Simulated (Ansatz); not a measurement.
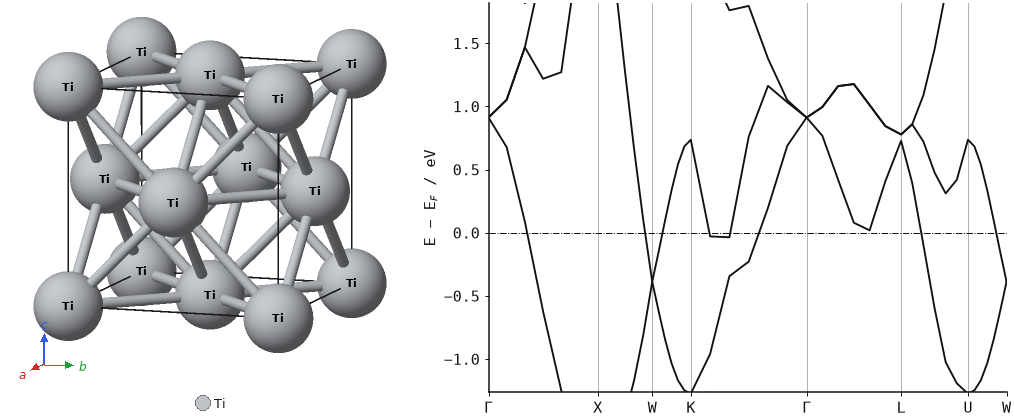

Band structure, beside the structure. Energies are counted from the Fermi level. The path runs straight from each named point to the next. The path has few k points, so lines between them are rough.

System: fcc Ti, space group Fm-3m, 1 atom in the primitive cell; cubic a = 4.060 Å.

Method: PBEsol, all-electron LAPW, no spin polarisation, no spin-orbit coupling, 11×11×11 k mesh, Fermi-Dirac smearing of 0.05 eV (Ansatz 0.2.0).

Is there a gap at the Fermi level?

Answer. A metal: bands cross the Fermi level along this path.

This isn't the form of Ti at room conditions, which is hcp. Bands are joined in order of energy, so crossings between the computed points show as kinks or gaps.
